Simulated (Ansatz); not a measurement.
```cif
data_structure
_symmetry_space_group_name_H-M 'P 1'
_symmetry_Int_Tables_number 1
_cell_length_a 3.2168
_cell_length_b 3.2168
_cell_length_c 3.7464
_cell_angle_alpha 90.000
_cell_angle_beta 90.000
_cell_angle_gamma 90.000
_cell_volume 38.77
loop_
_atom_site_label
_atom_site_type_symbol
_atom_site_fract_x
_atom_site_fract_y
_atom_site_fract_z
_atom_site_occupancy
Ge1 Ge 0.00000 0.00000 0.50000 1
Ge2 Ge 0.50000 0.50000 0.00000 1
```

Space group I4/mmm; a generated structure, not necessarily the stable one; computed pressure about −2 GPa in this cell.

Method: Ansatz, Kohn-Sham DFT of a periodic cell, r2SCAN, spin-orbit coupling, Ansatz PAW.

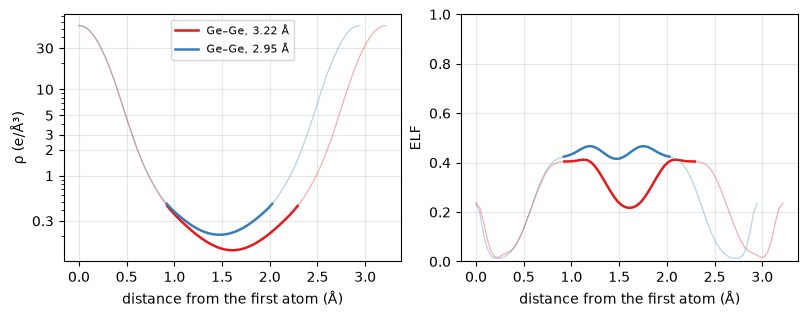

Ge. Valence pseudo-density and electron localisation function along straight lines between neighbouring atoms. Thin, pale parts lie inside the atomic spheres.

In a PAW calculation such maps are meaningful between the atoms, not at the nuclei.

Question: Compare the contacts.

Answer: Ge–Ge (3.22 Å): ρ is about 0.14 e/Å³ halfway; the ELF is about 0.20 at the midpoint; no localised pair shows between them.
Ge–Ge (2.95 Å): ρ is about 0.21 e/Å³ halfway; the ELF is about 0.40 at the midpoint.
